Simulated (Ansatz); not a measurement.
The structure in question:

```
Ge
1.0
     5.14698    0.00000    0.00000
     0.00000    5.14698    0.00000
     0.00000    0.00000    2.81817
Ge
4
Cartesian
  2.5735 0.0000 0.7045
  0.0081 0.0409 1.2650
  0.0000 2.5735 2.1136
  2.5816 2.6144 2.6741
```

### What would you see if this were drawn?

The element is germanium. Strictly the space group is P-1 (No. 2, within 0.01 Å). It is a distorted form of a body-centred tetragonal structure, space group I4_1/amd (No. 141) within 0.45 Å: β-tin type. The cell holds four atoms. Ge is surrounded by six Ge at 2.63 to 2.82 Å. The bonds build a three-dimensional framework.

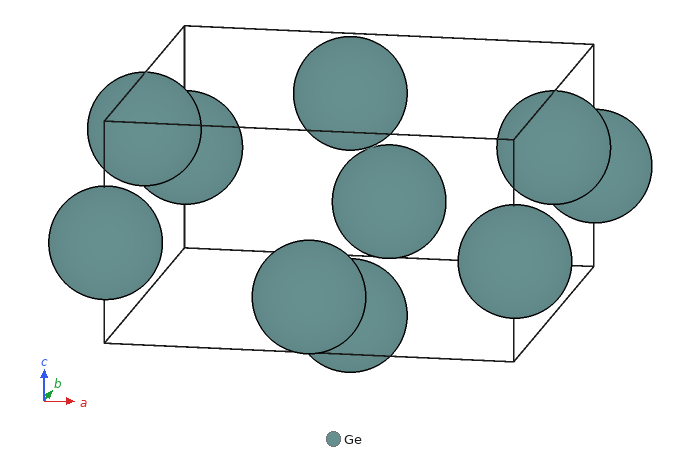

A spheres-only rendering, viewed slightly off an axis. Atoms at the boundary of the drawn cell (a repeat of the simulation cell) (the box) are drawn once for each face, edge or corner they touch.

The structure comes from a structure listed in the Materials Project. The cell was then strained or its atoms displaced on purpose. It was set up as input for a calculation with Ansatz.
